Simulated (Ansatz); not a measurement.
**Silver, fcc under PBE: convergence with the Fermi-Dirac smearing**

How small must the Fermi-Dirac smearing width be for energy and pressure to settle? The geometry was relaxed under PBE beforehand and stays fixed; 6 values are run, from 0.01 to 1.0 eV. Wanted are the values from which on the energy stays within 10 and 1 meV/atom, and the pressure within 0.5 GPa, of the narrowest run. Within the series other settings stay. Spin polarisation is left out.

Program: Ansatz 0.2.0. Level of theory: DFT PBE, plane waves with PAW, scalar-relativistic. These are calculated values, not measurements.

### Step 1. The starting structure

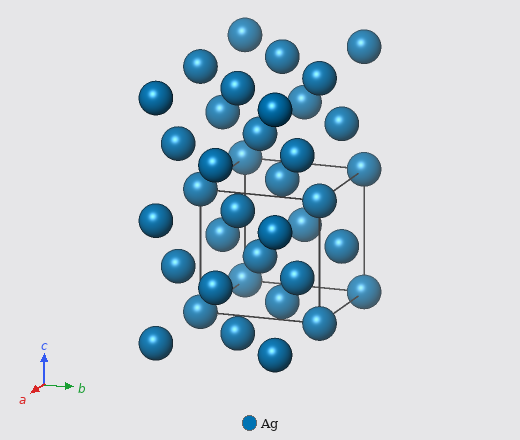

Start, viewed slightly off an axis; silver blue. 2×1×2 conventional cells are drawn; the run uses a primitive one. Any atoms on the faces are drawn again on the opposite ones.

Structure file:

```xyz
1
Lattice="0.0000 2.0734 2.0734 2.0734 0.0000 2.0734 2.0734 2.0734 0.0000" Properties=species:S:1:pos:R:3 pbc="T T T"
Ag    0.0000    0.0000    0.0000
```

### Step 2. Width 0.01 eV

The run at 0.01 eV.

Input file input.yaml:

```yaml
crystal:
  lattice:
    - [0.0, 2.0734381516, 2.0734381516]
    - [2.0734381516, 0.0, 2.0734381516]
    - [2.0734381516, 2.0734381516, 0.0]
  atoms:
    - { symbol: Ag, position: [0.0, 0.0, 0.0] }
hamiltonian:
  xc: pbe
  pseudopotentials:
    kind: paw
    azcp:
      Ag: "pseudopotentials/Ag.paw.azcp"
basis:
  ecutwfc: 420
  fft_grid_basis: typed
kpoints:
  mp_grid: { grid: [13, 13, 13], shift: [0, 0, 0] }
magnetization:
  spin_polarized: false
scf:
  occupations: { method: fermi_dirac, width: 0.01 }
  lower_state_search: "off"
output:
  stress: true
```

Command:

```bash
$ ansatz run input.yaml --threads 1 --pin off --max-ram 3584MiB --backend cpu --events-out ev --progress --plain --runs-dir out
```

Standard output, cut to the lines that bear on the results:

```text
[...]
Pseudopotentials: kind: paw
Pseudopotential: Ag, paw, valence charge 19, recommended cutoff 420 eV (normal), <dir>
Functional definition: PBE
[...]
Crystal: 1 atoms, lattice volume = 17.828 Å³
Basis set: ecut = 420 eV, 339 PW (Γ)
Bands: 14, of which v1, the nominal top of the filled ones, is band 10 counted from 1 (9 counted from 0)
Symmetry: 48 space group operations
Space group: Fm-3m (ITA 225), of the structure as read, at distance tolerance 2.6e-5 Å
k-points: 84 of 2197
[...]
SCF iter   1: F=—  HF=-7590.550599 eV  |F-HF|=—  |Δ(HF+E_count)|=         —  Δρ=9.91e-4  dr2=8.45e-5  ethr=1.77e-3  ⟨swp⟩=4.9  Hψ=6198  notcnv=0
[...]
SCF iter   6: F=-7590.550829 eV  HF=-7590.550829 eV  |F-HF|=8.00e-11  |Δ(HF+E_count)|=   1.65e-8  Δρ=6.52e-7  dr2=1.65e-11  ethr=1.38e-11  ⟨swp⟩=1.8  Hψ=3294  notcnv=0
[...]
SCF converged after 6 iterations
Free energy (F): -7590.550829 eV
[...]
E sigma→0 (E₀):  -7590.550713 eV
Entropy (-TS):   -0.000232 eV (-0.232 meV/atom)
Fermi energy:    16.571993 eV
[...]
--- Stress (GPa, compression-positive) ---
       -0.170753       0.000000       0.000000
        0.000000      -0.170753      -0.000000
       -0.000000      -0.000000      -0.170753
  P = ⅓ Tr σ = -0.1708 GPa (-1.708 kbar)
```

Run time: 1.4 s. Hardware: 1 thread of Intel Xeon Platinum 8259CL at 2.50GHz (Skylake/Cascade Lake), shared host; peak memory 0.46 GiB.

### Step 3. Width 0.03 eV

The run at 0.03 eV.

Changes to input.yaml since step 2:

```diff
@@ -21,3 +21,3 @@
 scf:
-  occupations: { method: fermi_dirac, width: 0.01 }
+  occupations: { method: fermi_dirac, width: 0.03 }
   lower_state_search: "off"
```

Command:

```bash
$ ansatz run input.yaml --threads 1 --pin off --max-ram 3584MiB --backend cpu --events-out ev --progress --plain --runs-dir out
```

Standard output, cut to the lines that bear on the results:

```text
[...]
[... 3 set-up lines as earlier in the session ...]
[...]
Crystal: 1 atoms, lattice volume = 17.828 Å³
Basis set: ecut = 420 eV, 339 PW (Γ)
Bands: 14, of which v1, the nominal top of the filled ones, is band 10 counted from 1 (9 counted from 0)
[... 2 set-up lines as earlier in the session ...]
k-points: 84 of 2197
[...]
SCF iter   1: F=—  HF=-7590.551329 eV  |F-HF|=—  |Δ(HF+E_count)|=         —  Δρ=9.83e-4  dr2=8.05e-5  ethr=1.77e-3  ⟨swp⟩=5.0  Hψ=6068  notcnv=0
[...]
SCF iter   6: F=-7590.551559 eV  HF=-7590.551559 eV  |F-HF|=9.09e-13  |Δ(HF+E_count)|=  2.29e-10  Δρ=1.45e-7  dr2=2.29e-12  ethr=6.17e-12  ⟨swp⟩=1.4  Hψ=3173  notcnv=0
[...]
SCF converged after 6 iterations
Free energy (F): -7590.551559 eV
[...]
E sigma→0 (E₀):  -7590.550822 eV
Entropy (-TS):   -0.001473 eV (-1.473 meV/atom)
Fermi energy:    16.567184 eV
[...]
--- Stress (GPa, compression-positive) ---
       -0.150290      -0.000000      -0.000000
        0.000000      -0.150290      -0.000000
        0.000000       0.000000      -0.150290
  P = ⅓ Tr σ = -0.1503 GPa (-1.503 kbar)
```

Run time: 1.6 s. Hardware: 1 thread of Intel Xeon Platinum 8259CL at 2.50GHz (Skylake/Cascade Lake), shared host; peak memory 0.47 GiB.

### Step 4. Width 0.2 eV

The run at 0.2 eV.

Changes to input.yaml since step 3:

```diff
@@ -21,3 +21,3 @@
 scf:
-  occupations: { method: fermi_dirac, width: 0.03 }
+  occupations: { method: fermi_dirac, width: 0.2 }
   lower_state_search: "off"
```

Command:

```bash
$ ansatz run input.yaml --threads 1 --pin off --max-ram 3584MiB --backend cpu --events-out ev --progress --plain --runs-dir out
```

Standard output, cut to the lines that bear on the results:

```text
[...]
[... 3 set-up lines as earlier in the session ...]
[...]
Crystal: 1 atoms, lattice volume = 17.828 Å³
Basis set: ecut = 420 eV, 339 PW (Γ)
Bands: 14, of which v1, the nominal top of the filled ones, is band 10 counted from 1 (9 counted from 0)
[... 2 set-up lines as earlier in the session ...]
k-points: 84 of 2197
[...]
SCF iter   1: F=—  HF=-7590.571205 eV  |F-HF|=—  |Δ(HF+E_count)|=         —  Δρ=8.38e-4  dr2=3.28e-5  ethr=1.77e-3  ⟨swp⟩=4.0  Hψ=5551  notcnv=0
[...]
SCF iter   6: F=-7590.571446 eV  HF=-7590.571446 eV  |F-HF|=2.36e-11  |Δ(HF+E_count)|=  1.82e-11  Δρ=4.30e-7  dr2=2.94e-11  ethr=1.00e-12  ⟨swp⟩=1.0  Hψ=3180  notcnv=0
[...]
SCF converged after 6 iterations
Free energy (F): -7590.571446 eV
[...]
E sigma→0 (E₀):  -7590.553323 eV
Entropy (-TS):   -0.036247 eV (-36.247 meV/atom)
Fermi energy:    16.463894 eV
[...]
--- Stress (GPa, compression-positive) ---
        0.110404      -0.000000      -0.000000
       -0.000000       0.110404      -0.000000
        0.000000      -0.000000       0.110404
  P = ⅓ Tr σ = 0.1104 GPa (1.104 kbar)
```

Run time: 2.1 s. Hardware: 1 thread of Intel Xeon Platinum 8259CL at 2.50GHz (Skylake/Cascade Lake), shared host; peak memory 0.46 GiB.

### Step 5. Width 0.3 eV

The run at 0.3 eV.

Changes to input.yaml since step 4:

```diff
@@ -21,3 +21,3 @@
 scf:
-  occupations: { method: fermi_dirac, width: 0.2 }
+  occupations: { method: fermi_dirac, width: 0.3 }
   lower_state_search: "off"
```

Command:

```bash
$ ansatz run input.yaml --threads 1 --pin off --max-ram 3584MiB --backend cpu --events-out ev --progress --plain --runs-dir out
```

Standard output, cut to the lines that bear on the results:

```text
band count auto-derived: 15 (N_el = 19.0; filled up to band 10; 14 by the electrons, moments and atoms)
[...]
[... 3 set-up lines as earlier in the session ...]
[...]
Crystal: 1 atoms, lattice volume = 17.828 Å³
Basis set: ecut = 420 eV, 339 PW (Γ)
Bands: 15, of which v1, the nominal top of the filled ones, is band 10 counted from 1 (9 counted from 0)
[... 2 set-up lines as earlier in the session ...]
k-points: 84 of 2197
[...]
SCF iter   1: F=—  HF=-7590.593423 eV  |F-HF|=—  |Δ(HF+E_count)|=         —  Δρ=8.70e-4  dr2=4.35e-5  ethr=1.77e-3  ⟨swp⟩=4.0  Hψ=5781  notcnv=0
[...]
SCF iter   6: F=-7590.593643 eV  HF=-7590.593643 eV  |F-HF|=1.24e-10  |Δ(HF+E_count)|=  6.60e-10  Δρ=1.21e-6  dr2=2.00e-10  ethr=2.39e-11  ⟨swp⟩=1.0  Hψ=3436  notcnv=0
[...]
SCF converged after 6 iterations
Free energy (F): -7590.593643 eV
[...]
E sigma→0 (E₀):  -7590.554058 eV
Entropy (-TS):   -0.079170 eV (-79.170 meV/atom)
Fermi energy:    16.426747 eV
[...]
--- Stress (GPa, compression-positive) ---
        0.242929      -0.000000       0.000000
       -0.000000       0.242929       0.000000
       -0.000000       0.000000       0.242929
  P = ⅓ Tr σ = 0.2429 GPa (2.429 kbar)
```

Wall time 1.4 s (1 thread of Intel Xeon Platinum 8259CL at 2.50GHz (Skylake/Cascade Lake), shared host); peak memory 0.46 GiB.

### Step 6. Width 0.6 eV

The run at 0.6 eV.

Changes to input.yaml since step 5:

```diff
@@ -21,3 +21,3 @@
 scf:
-  occupations: { method: fermi_dirac, width: 0.3 }
+  occupations: { method: fermi_dirac, width: 0.6 }
   lower_state_search: "off"
```

Command:

```bash
$ ansatz run input.yaml --threads 1 --pin off --max-ram 3584MiB --backend cpu --events-out ev --progress --plain --runs-dir out
```

Standard output, cut to the lines that bear on the results:

```text
band count auto-derived: 16 (N_el = 19.0; filled up to band 10; 14 by the electrons, moments and atoms)
[...]
[... 3 set-up lines as earlier in the session ...]
[...]
Crystal: 1 atoms, lattice volume = 17.828 Å³
Basis set: ecut = 420 eV, 339 PW (Γ)
Bands: 16, of which v1, the nominal top of the filled ones, is band 10 counted from 1 (9 counted from 0)
[... 2 set-up lines as earlier in the session ...]
k-points: 84 of 2197
[...]
SCF iter   1: F=—  HF=-7590.719757 eV  |F-HF|=—  |Δ(HF+E_count)|=         —  Δρ=2.57e-3  dr2=1.19e-3  ethr=1.77e-3  ⟨swp⟩=4.3  Hψ=5976  notcnv=0
[...]
SCF iter   6: F=-7590.719589 eV  HF=-7590.719589 eV  |F-HF|=2.09e-11  |Δ(HF+E_count)|=   2.99e-9  Δρ=5.42e-7  dr2=2.86e-11  ethr=5.72e-11  ⟨swp⟩=2.0  Hψ=3826  notcnv=0
[...]
SCF converged after 6 iterations
Free energy (F): -7590.719589 eV
[...]
E sigma→0 (E₀):  -7590.535288 eV
Entropy (-TS):   -0.368603 eV (-368.603 meV/atom)
Fermi energy:    16.434009 eV
[...]
--- Stress (GPa, compression-positive) ---
        1.015405       0.000000      -0.000000
       -0.000000       1.015405       0.000000
        0.000000      -0.000000       1.015405
  P = ⅓ Tr σ = 1.0154 GPa (10.154 kbar)
```

It took 1.4 s on 1 thread of Intel Xeon Platinum 8259CL at 2.50GHz (Skylake/Cascade Lake), shared host; peak memory 0.46 GiB.

### Step 7. Width 1.0 eV

The run at 1.0 eV.

Changes to input.yaml since step 6:

```diff
@@ -21,3 +21,3 @@
 scf:
-  occupations: { method: fermi_dirac, width: 0.6 }
+  occupations: { method: fermi_dirac, width: 1.0 }
   lower_state_search: "off"
```

Command:

```bash
$ ansatz run input.yaml --threads 1 --pin off --max-ram 3584MiB --backend cpu --events-out ev --progress --plain --runs-dir out
```

Standard output, cut to the lines that bear on the results:

```text
band count auto-derived: 17 (N_el = 19.0; filled up to band 10; 14 by the electrons, moments and atoms)
[...]
[... 3 set-up lines as earlier in the session ...]
[...]
Crystal: 1 atoms, lattice volume = 17.828 Å³
Basis set: ecut = 420 eV, 339 PW (Γ)
Bands: 17, of which v1, the nominal top of the filled ones, is band 10 counted from 1 (9 counted from 0)
[... 2 set-up lines as earlier in the session ...]
k-points: 84 of 2197
[...]
SCF iter   1: F=—  HF=-7591.122117 eV  |F-HF|=—  |Δ(HF+E_count)|=         —  Δρ=1.20e-2  dr2=2.80e-2  ethr=1.77e-3  ⟨swp⟩=4.5  Hψ=6320  notcnv=0
[...]
SCF iter   6: F=-7591.114684 eV  HF=-7591.114684 eV  |F-HF|=3.64e-11  |Δ(HF+E_count)|=   2.50e-9  Δρ=8.76e-7  dr2=6.71e-11  ethr=1.28e-10  ⟨swp⟩=2.0  Hψ=4235  notcnv=0
[...]
SCF converged after 6 iterations
Free energy (F): -7591.114684 eV
[...]
E sigma→0 (E₀):  -7590.416568 eV
Entropy (-TS):   -1.396232 eV (-1396.232 meV/atom)
Fermi energy:    16.709498 eV
[...]
--- Stress (GPa, compression-positive) ---
        4.262575      -0.000000      -0.000000
       -0.000000       4.262575      -0.000000
        0.000000       0.000000       4.262575
  P = ⅓ Tr σ = 4.2626 GPa (42.626 kbar)
```

Run time: 1.5 s. Hardware: 1 thread of Intel Xeon Platinum 8259CL at 2.50GHz (Skylake/Cascade Lake), shared host; peak memory 0.46 GiB.

### Step 8. Convergence table

Differences are taken from the run at 0.01 eV.

```
smearing (eV)  F (meV/atom)  E(σ → 0) (meV/atom)  P (GPa)  SCF cycles  CPU time
         0.01          0.00                 0.00    -0.17           6     1.4 s
         0.03         -0.73                -0.11    -0.15           6     1.6 s
          0.2        -20.62                -2.61     0.11           6     2.1 s
          0.3        -42.81                -3.34     0.24           6     1.4 s
          0.6       -168.76                15.43     1.02           6     1.4 s
          1.0       -563.85               134.15     4.26           6     1.5 s
```

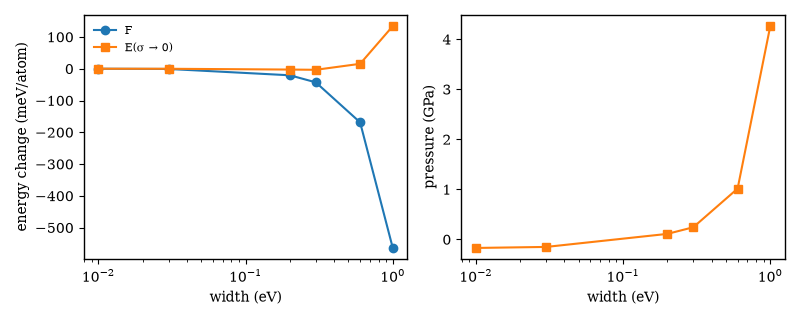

Energy and pressure against the Fermi-Dirac smearing width.

### Step 9. Summary of results

```
                                           quantity                       value
       E(σ → 0) stays within 10 meV/atom of 0.01 eV                up to 0.3 eV
                   E(σ → 0) stays within 1 meV/atom               up to 0.03 eV
                      pressure stays within 0.5 GPa                up to 0.3 eV
                                pressure at 0.01 eV                   -0.17 GPa
energy of a separate run on a finer mesh (21×21×21)  -0.5 meV/atom from 0.01 eV
```

**Reading.** At 1.0 eV the energy differs by +134.1 meV/atom and the pressure by +4.4 GPa. The free energy F moves by -563.9 meV/atom over the range, and the estimate for σ → 0 by +134.1. In theory F falls as the square of the width under this scheme, but here the ratio is not steady: the mesh at narrow widths, or a density of states that varies over the wide ones, can both cause that. The mesh (13×13×13) is fixed, so the narrowest widths carry a k-point error of their own. A run on a finer mesh agrees with the yardstick to 1 meV/atom. The cell taken over is 5 % larger than the measured one (17.06 Å³/atom, COD).
